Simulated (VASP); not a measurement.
## SiC: geometry relaxation (part 2 of 3)

SiC (F-43m, 2 atoms in the cell); Kohn-Sham DFT of a periodic cell, PBE, VASP PAW PBE potentials, recommended, no spin polarisation (VASP 6.6.1); cutoff 200 eV, 12×12×12 k-mesh, Gaussian smearing of 0.02 eV. The structure derives from an entry of the Crystallography Open Database.

Geometry of the input (Å; fractional positions):
```
0.0000  2.1790  2.1790
2.1790  0.0000  2.1790
2.1790  2.1790  0.0000
Si 0.0000  0.0000  0.0000
C  0.2500  0.2500  0.2500
```

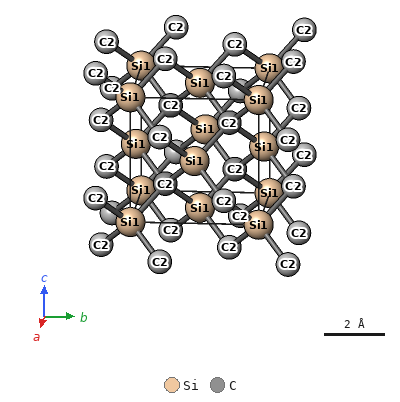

The structure as given in the input (ball-and-stick view of the cell 4 times as large as that of the calculation, set on its symmetry axes, seen at an oblique angle; neighbours outside the cell are drawn fainter; atoms are numbered from 1 in the order of the input).

**Parts of OUTCAR, continued**
```
  Cartesian coordinates                     Fractional coordinates (reciprocal lattice)
    -0.019121921  0.019121921  0.019121921     0.083333333  0.000000000  0.000000000
     0.019121921 -0.019121921  0.019121921     0.000000000  0.083333333  0.000000000
     0.019121921  0.019121921 -0.019121921     0.000000000  0.000000000  0.083333333

  Length of vectors
     0.033120139  0.033120139  0.033120139

  Shift w.r.t. Gamma in fractional coordinates (k-lattice)
     0.000000000  0.000000000  0.000000000

 Subroutine IBZKPT returns following result:
 ===========================================

 Found     72 irreducible k-points:

 Following reciprocal coordinates:
            Coordinates               Weight
  0.000000  0.000000  0.000000      1.000000
  0.083333  0.000000  0.000000      8.000000
  0.166667  0.000000  0.000000      8.000000
  0.250000  0.000000  0.000000      8.000000
  0.333333  0.000000  0.000000      8.000000
  0.416667  0.000000  0.000000      8.000000
  0.500000  0.000000  0.000000      4.000000
  0.083333  0.083333  0.000000      6.000000
  0.166667  0.083333  0.000000     24.000000
  0.250000  0.083333  0.000000     24.000000
  0.333333  0.083333  0.000000     24.000000
  0.416667  0.083333  0.000000     24.000000
  0.500000  0.083333  0.000000     24.000000
 -0.416667  0.083333  0.000000     24.000000
 -0.333333  0.083333  0.000000     24.000000
 -0.250000  0.083333  0.000000     24.000000
 -0.166667  0.083333  0.000000     24.000000
 -0.083333  0.083333  0.000000     12.000000
  0.166667  0.166667  0.000000      6.000000
  0.250000  0.166667  0.000000     24.000000
  0.333333  0.166667  0.000000     24.000000
  0.416667  0.166667  0.000000     24.000000
  0.500000  0.166667  0.000000     24.000000
 -0.416667  0.166667  0.000000     24.000000
 [... further k-points ...]
   k-points           NKPTS =     72   k-points in BZ     NKDIM =     72   number of bands    NBANDS=      8
   number of dos      NEDOS =    301   number of ions     NIONS =      2
   total plane-waves  NPLWV =   2744
   dimension x,y,z NGX =    14 NGY =   14 NGZ =   14
   dimension x,y,z NGXF=    28 NGYF=   28 NGZF=   28
   ions per type =               1   1
   NGX,Y,Z   is equivalent  to a cutoff of   7.55,  7.55,  7.55 a.u.
   NGXF,Y,Z  is equivalent  to a cutoff of  15.11, 15.11, 15.11 a.u.
 SYSTEM =  SiC
   PREC   = accura    normal or accurate (medium, high low for compatibility)
   ISTART =      0    job   : 0-new  1-cont  2-samecut
   ICHARG =      2    charge: 1-file 2-atom 10-const
   ISPIN  =      1    spin polarized calculation?
   LNONCOLLINEAR =      F non collinear calculations
   LSORBIT =      F    spin-orbit coupling
   LASPH  =      T    aspherical Exc in radial PAW
   ENCUT  =  200.0 eV  14.70 Ry    3.83 a.u.   3.55  3.55  3.55*2*pi/ulx,y,z
   NELM   =     80;   NELMIN=  2; NELMDL= -5     # of ELM steps
   EDIFF  = 0.1E-06   stopping-criterion for ELM
   LREAL  =      F    real-space projection
   EDIFFG = -.2E-02   stopping-criterion for IOM
   NSW    =     80    number of steps for IOM
   IBRION =      2    ionic relax: 0-MD 1-quasi-New 2-CG
   NFREE  =      1    steps in history (QN), initial steepest desc. (CG)
   ISIF   =      3    stress and relaxation
   ISYM   =      2    0-nonsym 1-usesym 2-fastsym
   POTIM  = 0.5000    time-step for ionic-motion
   TEBEG  =    0.0;   TEEND  =   0.0 temperature during run
   PSTRESS=    0.0 pullay stress
   NELECT =       8.0000    total number of electrons
   NUPDOWN=      -1.0000    fix difference up-down
   EMIN   =  10.00;   EMAX   =-10.00  energy-range for DOS
   EFERMI =   0.00;   METHOD = LEGACY
   ISMEAR =     0;   SIGMA  =   0.02  broadening in eV -4-tet -1-fermi 0-gaus
   EFERMI_NEDOS =   21; number of points for ismear=-14 and -15
   IALGO  =     68    algorithm
   IMIX   =      4    mixing-type and parameters
     AMIX     =   0.40;   BMIX     =  1.00
     AMIX_MAG =   1.60;   BMIX_MAG =  1.00
  volume/ion in A,a.u.               =      10.35        69.82
  Fermi-wavevector in a.u.,A,eV,Ry     =   1.192626  2.253736 19.352338  1.422357
  Thomas-Fermi vector in A             =   2.328660
   LORBIT       =      0    0 simple, 1 ext, 2 COOP (PROOUT), +10 PAW based schemes
   GGA     = PE    functional components
   LHFCALC =     F    Hartree Fock is set to
   AEXX    =    0.0000 exact exchange contribution
   IVDW    =     0    specifies the selected vdW correction
   LEPSILON=     F    determine dielectric tensor
   LRPA    =     F    only Hartree local field effects (RPA)
 conjugate gradient relaxation of ions
 non-spin polarized calculation
 RMM-DIIS sequential band-by-band and
 Gauss-broadening in eV      SIGMA  =   0.02
  energy-cutoff  :      200.00
  volume of cell :       20.69
 maximum number of plane-waves:       144
   NGX =  7   NGY =  7   NGZ =  7

--------------------------------------- Ionic step        1  -------------------------------------------

 number of electron       7.9999993 magnetization

 Free energy of the ion-electron system (eV)
  ---------------------------------------------------
  ext. energy  EPLUGINS =         0.00000000
  ---------------------------------------------------
  free energy    TOTEN  =       -15.11618655 eV

  energy without entropy =      -15.11618655  energy(sigma->0) =      -15.11618655

------------------------ aborting loop because EDIFF is reached ----------------------------------------

  FORCE on cell =-STRESS in cart. coord.  units (eV):
  Direction    XX          YY          ZZ          XY          YZ          ZX
  --------------------------------------------------------------------------------------
  -------------------------------------------------------------------------------------
  Total       -2.9234125     -2.9234125     -2.9234125      0.0000000     -0.0000000      0.0000000
  in kB     -226.3596432   -226.3596432   -226.3596432      0.0000000     -0.0000000      0.0000000
  external PRESSURE =    -226.3596432 kB  Pullay stress =       0.0000000 kB

 VOLUME and BASIS-vectors are now :
 -----------------------------------------------------------------------------
  energy-cutoff  :      200.00
  volume of cell :       20.69
      direct lattice vectors                 reciprocal lattice vectors
     0.000000000  2.179000000  2.179000000    -0.229463056  0.229463056  0.229463056
     2.179000000  0.000000000  2.179000000     0.229463056 -0.229463056  0.229463056
     2.179000000  2.179000000  0.000000000     0.229463056  0.229463056 -0.229463056

 POSITION                                       TOTAL-FORCE (eV/Angst)
 -----------------------------------------------------------------------------------
      0.00000      0.00000      0.00000         0.000000      0.000000      0.000000
      1.08950      1.08950      1.08950        -0.000000     -0.000000     -0.000000
 -----------------------------------------------------------------------------------
    total drift:                                0.000004      0.000004      0.000004

  FREE ENERGIE OF THE ION-ELECTRON SYSTEM (eV)
  ---------------------------------------------------
  free  energy   TOTEN  =       -15.1161865531 eV

  energy  without entropy=      -15.1161865531  energy(sigma->0) =      -15.11618655

--------------------------------------- Ionic step        2  -------------------------------------------

 number of electron       8.0000006 magnetization

 E-fermi :  10.9688     XC(G=0): -12.3519     alpha+bet :-20.4663

 val. band max:       10.8450673354   @ k =   0.0000   0.0000   0.0000
 cond. band min:      11.9146766006   @ k =   0.5000   0.5000   0.0000
 fundamental gap:      1.0696092652
 Fermi energy:        10.9688362066

 k-point     1 :       0.0000    0.0000    0.0000
  band No.  band energies     occupation
      1      -6.5385      2.00000
      2      10.8451      2.00000
      3      10.8451      2.00000
      4      10.8451      2.00000
      5      19.4719      0.00000
      6      19.8143      0.00000
      7      19.8143      0.00000
      8      19.8143      0.00000

 k-point     2 :       0.0833    0.0000    0.0000
  band No.  band energies     occupation
      1      -6.3778      2.00000
      2      10.1135      2.00000
      3      10.7525      2.00000
      4      10.7525      2.00000
      5      19.4015      0.00000
      6      20.0210      0.00000
      7      20.0210      0.00000
      8      20.3421      0.00000

 k-point     3 :       0.1667    0.0000    0.0000
  band No.  band energies     occupation
      1      -5.9005      2.00000
      2       8.2534      2.00000
      3      10.5478      2.00000
      4      10.5478      2.00000
      5      19.0862      0.00000
      6      20.3785      0.00000
      7      20.3785      0.00000
      8      21.4809      0.00000

 k-point     4 :       0.2500    0.0000    0.0000
  band No.  band energies     occupation
      1      -5.1202      2.00000
      2       6.0423      2.00000
      3      10.2052      2.00000
      4      10.2052      2.00000
      5      18.7419      0.00000
      6      20.2188      0.00000
      7      20.2188      0.00000
      8      22.3089      0.00000

 k-point     5 :       0.3333    0.0000    0.0000
  band No.  band energies     occupation
      1      -4.0696      2.00000
      2       3.8513      2.00000
      3       9.9573      2.00000
      4       9.9573      2.00000
      5      18.4790      0.00000
      6      19.6549      0.00000
      7      19.6549      0.00000
      8      22.4999      0.00000

 [... the levels of 18 k-points are left out ...]

 k-point    24 :      -0.4167    0.1667    0.0000
  band No.  band energies     occupation
      1      -1.7628      2.00000
      2       1.6420      2.00000
      3       7.4439      2.00000
      4       9.1968      2.00000
      5      16.6531      0.00000
      6      20.4554      0.00000
      7      20.5959      0.00000
      8      24.6022      0.00000

 [... further k-points ...]

------------------------ aborting loop because EDIFF is reached ----------------------------------------

  FORCE on cell =-STRESS in cart. coord.  units (eV):
  Direction    XX          YY          ZZ          XY          YZ          ZX
  --------------------------------------------------------------------------------------
  -------------------------------------------------------------------------------------
  Total        5.5212085      5.5212085      5.5212085      0.0000000      0.0000000      0.0000000
  in kB      532.3755703    532.3755703    532.3755703      0.0000000      0.0000000      0.0000000
  external PRESSURE =     532.3755703 kB  Pullay stress =       0.0000000 kB

 VOLUME and BASIS-vectors are now :
 -----------------------------------------------------------------------------
  energy-cutoff  :      200.00
  volume of cell :       16.62
      direct lattice vectors                 reciprocal lattice vectors
     0.000000000  2.025344351  2.025344351    -0.246871600  0.246871600  0.246871600
     2.025344351  0.000000000  2.025344351     0.246871600 -0.246871600  0.246871600
     2.025344351  2.025344351  0.000000000     0.246871600  0.246871600 -0.246871600

 POSITION                                       TOTAL-FORCE (eV/Angst)
 -----------------------------------------------------------------------------------
      0.00000      0.00000      0.00000        -0.000000     -0.000000     -0.000000
      1.01267      1.01267      1.01267         0.000000      0.000000      0.000000
 -----------------------------------------------------------------------------------
    total drift:                                0.000001      0.000001      0.000000

  FREE ENERGIE OF THE ION-ELECTRON SYSTEM (eV)
  ---------------------------------------------------
  free  energy   TOTEN  =       -14.8865441212 eV

  energy  without entropy=      -14.8865441212  energy(sigma->0) =      -14.88654412

--------------------------------------- Ionic step        3  -------------------------------------------

 number of electron       8.0000000 magnetization

------------------------ aborting loop because EDIFF is reached ----------------------------------------

  FORCE on cell =-STRESS in cart. coord.  units (eV):
  Direction    XX          YY          ZZ          XY          YZ          ZX
  --------------------------------------------------------------------------------------
  -------------------------------------------------------------------------------------
  Total       -0.1219099     -0.1219099     -0.1219099     -0.0000000      0.0000000     -0.0000000
  in kB      -10.2452624    -10.2452624    -10.2452624     -0.0000000      0.0000000     -0.0000000
  external PRESSURE =     -10.2452624 kB  Pullay stress =       0.0000000 kB

 VOLUME and BASIS-vectors are now :
 -----------------------------------------------------------------------------
  energy-cutoff  :      200.00
  volume of cell :       19.06
      direct lattice vectors                 reciprocal lattice vectors
     0.000000000  2.120307285  2.120307285    -0.235814876  0.235814876  0.235814876
     2.120307285  0.000000000  2.120307285     0.235814876 -0.235814876  0.235814876
     2.120307285  2.120307285  0.000000000     0.235814876  0.235814876 -0.235814876

 POSITION                                       TOTAL-FORCE (eV/Angst)
 -----------------------------------------------------------------------------------
      0.00000      0.00000      0.00000         0.000000     -0.000000      0.000000
      1.06015      1.06015      1.06015        -0.000000      0.000000     -0.000000
 -----------------------------------------------------------------------------------
    total drift:                                0.000004      0.000004      0.000003
```
